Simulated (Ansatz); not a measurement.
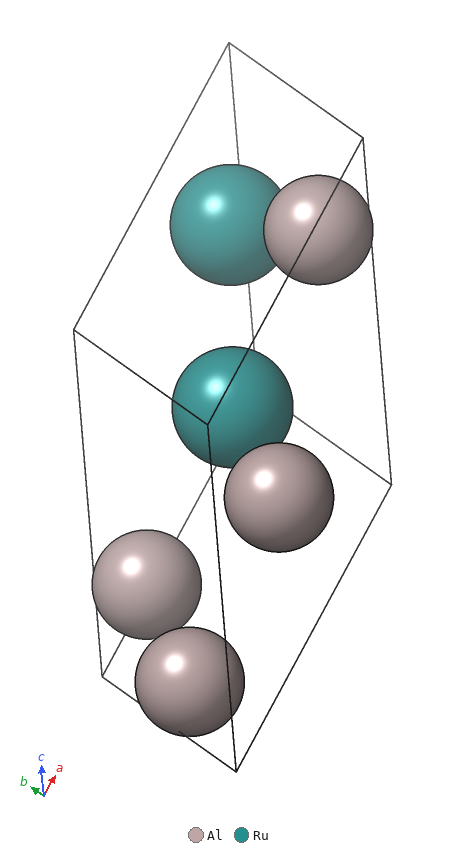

Shown here is a spheres-only view of the crystal, taken slightly off an axis. The wireframe shows the simulation cell.

The input:
```yaml
crystal:
  lattice:
    - [0.0, 3.8680185994, 4.3850793487]
    - [2.2800520196, 0.0, 4.3850793487]
    - [2.2800520196, 3.8680185994, 0.0]
  atoms:
    - { symbol: Al, position: [0.0789481736, 0.4210518264, 0.0789481736] }
    - { symbol: Al, position: [0.4210518264, 0.0789481736, 0.4210518264] }
    - { symbol: Al, position: [0.1710518264, 0.8289481736, 0.1710518264] }
    - { symbol: Al, position: [0.8289481736, 0.1710518264, 0.8289481736] }
    - { symbol: Ru, position: [0.75, 0.75, 0.75] }
    - { symbol: Ru, position: [0.5, 0.5, 0.5] }
basis:
  ecutwfc: 420
kpoints:
  mp_grid: { grid: [10, 10, 10] }
hamiltonian:
  xc: pbesol
scf:
  occupations: { method: gaussian, width: 0.03 }
output:
  forces: true
  stress: true
  eigenvalues: true
```
Run as:
```sh
ansatz run input.yaml --threads 2 --pin off --max-ram 5120MiB --backend cpu --events-out ev --progress --plain --runs-dir out
```

Run with DFT PBEsol, scalar-relativistic, plane waves, PAW in Ansatz and these settings: E_cut = 420 eV, k-grid 10×10×10, Gaussian smearing of 0.03 eV, no spin polarisation.

How large a gap does the method give, if there is one?

Answer. A metal: bands cross the Fermi level.

Under what pressure is the structure?

Answer. The computed pressure is 12.4 GPa (compressed: it would expand). The stress isn't hydrostatic: its largest component is 16.1 GPa.

Origin of the cell: a structure listed in the Materials Project. The cell was then strained or its atoms displaced on purpose. It was run through Ansatz as a DFT input.

At this level of theory the run's own cell isn't at rest (compressed, at 12 GPa), so its distances can differ from those at equilibrium, the more so the softer the solid.
